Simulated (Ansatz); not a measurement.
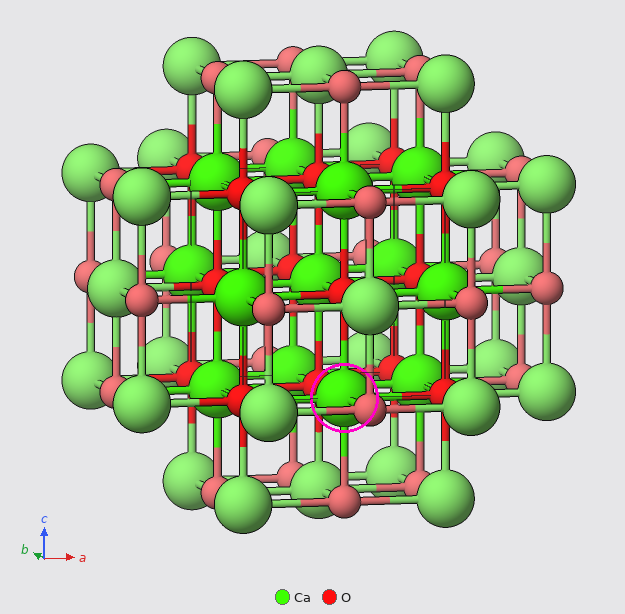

A ball-and-stick rendering, viewed slightly off an axis. Lines trace the edges of the drawn cell (a repeat of the simulation cell). Neighbours across the faces are drawn wherever a bond reaches them, in fainter colours.

The cell measures a = 4.83 Å, b = 4.78 Å, c = 4.83 Å, α = 90.00°, β = 90.00°, γ = 90.00°.

**What composition does the cell have?**

CaO. The cell holds 4 Ca, 4 O, counting shared atoms by their share.

**Name the atom inside the ring and give its neighbours.**

It is a calcium atom, bonded to six O in an octahedral arrangement at about 2.4 Å.

**What does the coordination shell of O look like?**

Each O has six Ca in an octahedral arrangement at about 2.4 Å.

**Is the bonded network molecular, chain-like, layered or three-dimensional?**

The bonds build a three-dimensional framework.

**Which symmetric structure lies closest to this one?**

Strictly the space group is I4/mmm (No. 139, within 0.01 Å). It is a distorted form of a face-centred cubic structure, space group Fm-3m (No. 225) within 0.25 Å: rock salt (NaCl type).

The initial geometry was a structure type known for this compound. The cell was then strained or its atoms displaced on purpose. An electronic-structure calculation with Ansatz was run on it.
